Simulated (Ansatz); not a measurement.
# TaN/MoS2/Mg: predicting the conductance of a thicker barrier

How it was computed: Ansatz 0.2.0, plane waves with PAW datasets, PBE. Interfaces are relaxed in a short slab (with D3(BJ) where the barrier is layered), set between ideal electrode layers that go on as semi-infinite leads, and the zero-bias conductance G at 300 K comes from T(E) on a typed mesh. The error is the largest of the program's estimates from energy step, mesh, the leads' potential steps and neutrality; its separate bound for narrow resonances between the energies solved isn't counted and can be far larger. The lower electrode is TaN (rock salt 111), the upper Mg (hcp 0001) and the barrier MoS2 (3R layers), on a net of side 3.17 Å; d is the distance between the electrodes' last planes.

Runs in hand:

```
planes in the barrier  d (Å)  G (S/m²)  error (%)  lead step (meV)
                    3   7.21   3.75e14         28               46
                    6  13.13   3.69e13         72               43
                    9  19.06   2.29e12         80               43
```

Task: A further run has 12 planes, d = 24.98 Å. Fit G ∝ exp(−βd) to the rows shown and predict its conductance.

**Worked fit.** Take y = ln G: 33.56, 31.24 and 28.46. The means are d = 13.13 Å and y = 31.09; Σ(Δd Δy) = −30.22 and Σ(Δd)² = 70.21, so the slope is −0.430 Å⁻¹ (β = 0.430 Å⁻¹). At d = 24.98 Å, y = 31.09 − 0.430 × 11.85 = 25.99, or G = 1.93e11 S/m².

What the calculation gave: The run gave 1.30e11 S/m², with an error estimate of 90 % and a lead step of 43 meV. The prediction is 1.48 times that, too high by 48 %. That lies within the runs' own error estimates, carried through the fit.

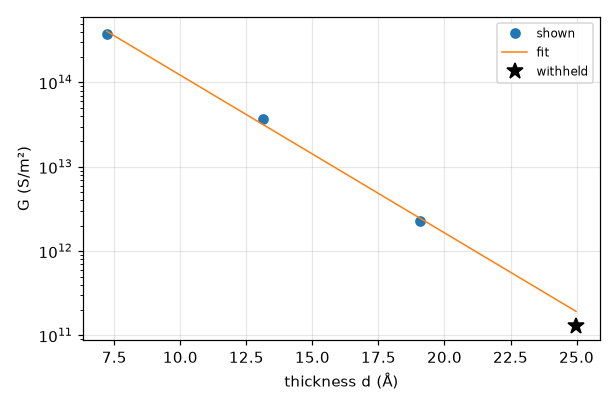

Fit and withheld run.

**Limits.** The interfaces are ideal, one cell wide, strained to a common net and relaxed from one registry with their symmetry kept. PBE's gaps are too small, so true decay constants are likely larger where the Fermi level lies deep in a gap. No spin-orbit coupling, phonons, disorder or image charges enter. The rows shown are chosen by tests on error estimates (under 100 to 120 %), lead steps (under 150 meV, though the program warns over 25), intact interfaces and, for fits, a steady trend in the rows shown; the data set holds 414 series of this kind, and not all pass.

[Logs are printed without paths, hosts, clocks, repeated set-up lines and the standing remarks that a program may print on its own settings, such as how far it seeks lower states.]
